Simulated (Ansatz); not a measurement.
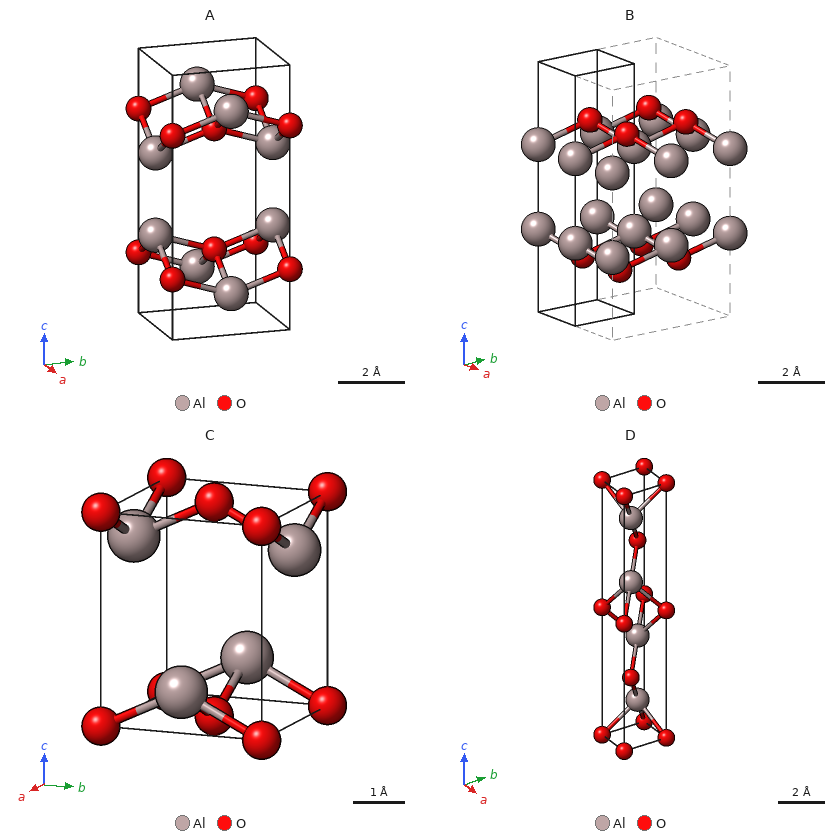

Four structures of AlO, each relaxed to rest (conventional cells in solid outline, small ones repeated, each panel with its own scale). Method: DFT PBE, scalar-relativistic, plane waves, PAW (Ansatz 0.2.0), without spin polarisation.

### Give the type and space group of each panel.

A: 8 atoms a cell on a body-centred orthorhombic lattice, Immm; B: 4 atoms a cell on a primitive hexagonal lattice, P-3m1; C: 4 atoms a cell on a primitive tetragonal lattice, P4/nmm; D: 8 atoms a cell on a primitive hexagonal lattice, P6_3/mmc.

### Rank them by energy, lowest first.

A, then B (+82 meV/atom), C (+398 meV/atom) and D (+1133 meV/atom), energies at zero smearing.

### Collect the results in a table.

| panel | structure | E − E(lowest) (meV/atom) | volume (Å³/atom) | gap (eV) |
| --- | --- | --- | --- | --- |
| A | Immm | 0 | 12.9 | 2.10 |
| B | P-3m1 | 82 | 14.9 | 1.09 |
| C | P4/nmm | 398 | 13.0 | metal |
| D | P6_3/mmc | 1133 | 10.6 | metal |

Some of these may be structure types tried for this composition rather than known phases, and the most stable form need not be among them. Gaps are taken on the k-mesh or band path of each run.
